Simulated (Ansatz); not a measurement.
Band edges of a PbS monolayer (space group of the slab cell Cmme).

The calculation's input:

```yaml
crystal:
  lattice:
    - [2.9, -2.9405, 0.0]
    - [2.9, 2.9405, 0.0]
    - [0.0, 0.0, 16.19382594]
  atoms:
    - { symbol: Pb, position: [0.25, 0.75, 0.59861246] }
    - { symbol: Pb, position: [0.75, 0.25, 0.40138754] }
    - { symbol: S, position: [0.75, 0.25, 0.57129483] }
    - { symbol: S, position: [0.25, 0.75, 0.42870517] }
basis:
  ecutwfc: 420
kpoints:
  mp_grid: { grid: [16, 16, 1] }
hamiltonian:
  xc: pbe
scf:
  occupations: { method: gaussian, width: 0.05 }
output:
  forces: true
  eigenvalues: true
  eigenstates:
    nscf_kmesh: { grid: [44, 44, 1] }
    top_band: c6
    de_dk: true
    localisation: true
checkpoint:
  write: ck
  compress: false
  write_wavefunctions: false
  write_every: 100000
```

Run with:

```sh
ansatz run input.yaml --threads 1 --pin off --max-ram 3072MiB --backend cpu --events-out ev --progress --plain --runs-dir out
```

These are results of Ansatz 0.2.0, DFT PBE, scalar-relativistic, plane waves, PAW; levels and slopes on a dense k mesh at the converged density, not measurements. No spin polarisation. Mesh 44×44×1, interpolated with the band slopes. The geometry was not relaxed (largest force 0.4 eV/Å).

Masses come from a second pass at points close to the extrema; at the energies drawn a band may no longer be parabolic.

The gap is indirect, 1.29 eV at this level of theory (semilocal functionals give gaps that are too small, and can reorder valleys that lie close). It is nearly direct: the smallest vertical gap, at Γ, is only 1.31 eV, so the kind of gap isn't settled at this level. Another valley lies within 0.05 eV of an edge, so the kind of gap can change with the cell or the functional.

Valence band: four equivalent maxima on the Γ–S line, principal masses 0.16 and 0.26 mₑ; one maximum at Γ, 0.03 eV below the edge, principal masses 1.21 and 1.29 mₑ; two equivalent maxima on the Σ₀–Γ line, 0.32 eV below the edge, principal masses 0.18 and 3.05 mₑ. Band 20 forms the valence edge.
Conduction band: one minimum at Γ, mass 0.95 mₑ in all directions; four equivalent minima on the Γ–S line, 0.50 eV above the edge, principal masses 0.16 and 0.20 mₑ; two equivalent minima on the Γ–Y line, 0.53 eV above the edge, principal masses 0.18 and 1.85 mₑ; two equivalent minima on the Σ₀–Γ line, 0.60 eV above the edge, principal masses 0.17 and 1.79 mₑ. Band 21 forms the conduction edge.

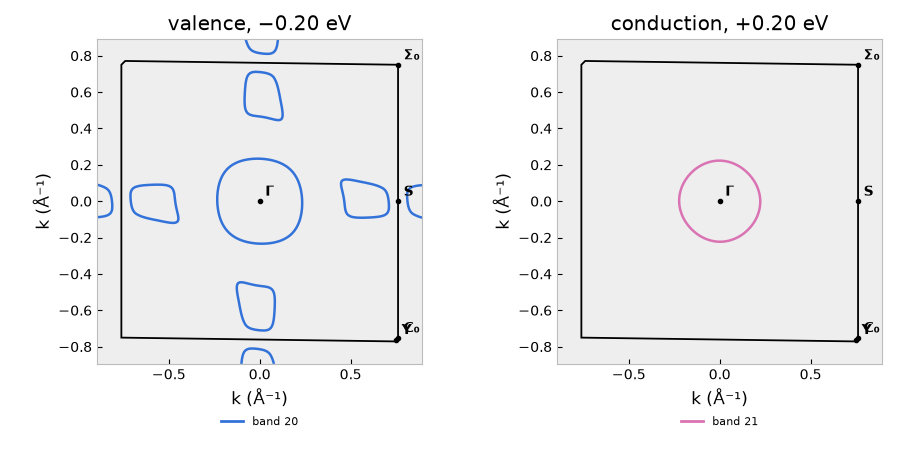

Constant-energy contours near the two band edges, measured from each edge.

Spin-orbit coupling, left out here, can change the gap, its kind, the place of the band edges and the masses, since the compound holds Pb.

Cost: 3.4 min on 1 thread of Arm Neoverse V1 (shared host), peak memory 1.8 GiB.
